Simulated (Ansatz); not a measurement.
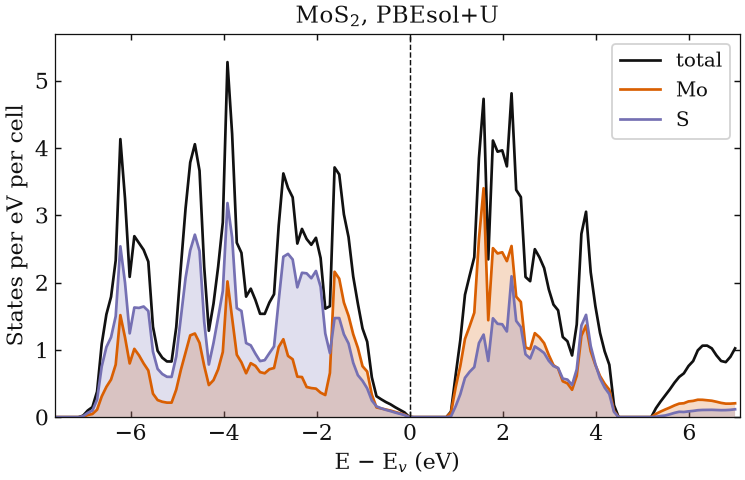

Density of states of MoS$_{2}$, space group R3m, 3 atoms in the primitive cell (a = 3.160 Å, c = 18.450 Å (hexagonal axes)). Level of theory: PBEsol, Mo d U = 2 eV, Ansatz PAW, no spin polarisation, no spin-orbit coupling, 10×10×10 k mesh in the self-consistent step, 420 eV cutoff; code Ansatz. Energies are counted from the top of the valence band. The partial curves are projected on Löwdin-orthogonalised atomic shells.

There is a gap; over the k points computed it is 0.95 eV. By projected weight, the top eV of the valence band is Mo (56 %) and S (44 %); the bottom eV of the conduction band is Mo (67 %) and S (33 %).

The density of states comes from the program's own step for it, whose mesh and broadening can differ from those of the self-consistent step. Spin-orbit coupling is left out, which matters for Mo. The PAW data sets were made with another functional.
